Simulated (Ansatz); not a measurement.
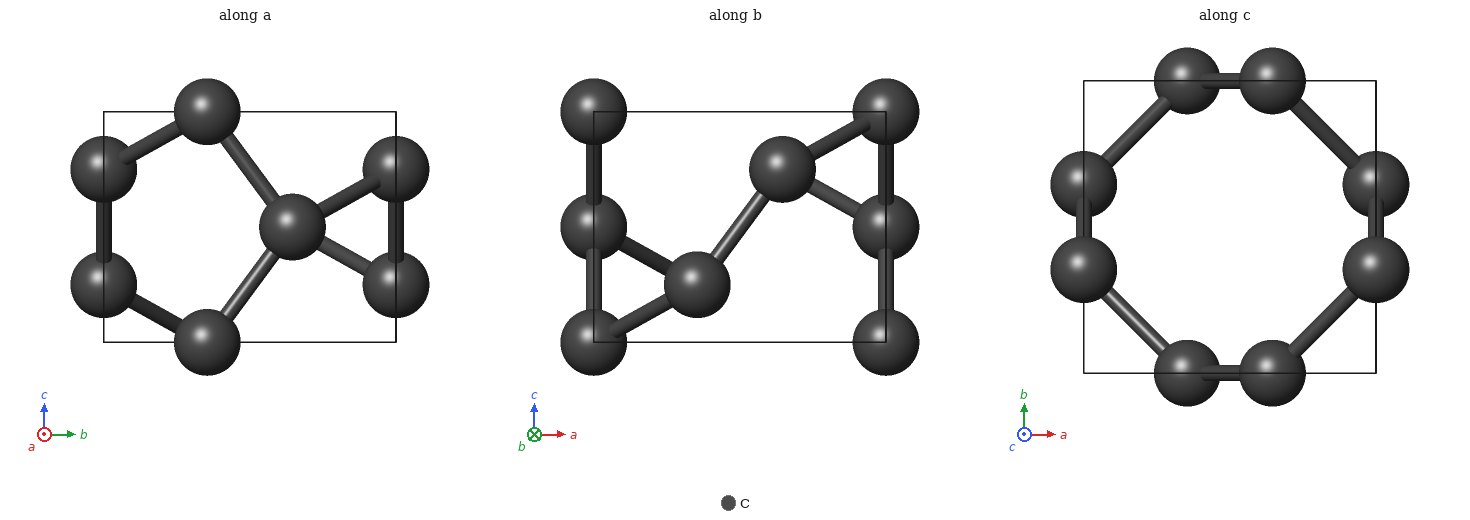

Drawn in the ball-and-stick manner and seen along the a axis, along the b axis and along the c axis. The conventional unit cell is drawn as a box.

Lattice parameters: a = 3.106 Å, b = 3.106 Å, c = 2.452 Å, α = 90.00°, β = 90.00°, γ = 90.00°. Put a along x and b in the xy plane.

Put the structure into a POSCAR file, with free fractional coordinates to two decimals.

```
C
1.0
     3.106    0.000    0.000
     0.000    3.106    0.000
     0.000    0.000    2.452
C
4
Direct
  0.35 0.00 0.25
  0.00 0.65 0.50
  0.65 0.00 0.75
  0.00 0.35 0.00
```

The structure comes from a structure type filled with this element by a generator (whether the element takes this form wasn't checked). Earlier steps of the study may have refined or changed the cell and positions. It went into a calculation with Ansatz.
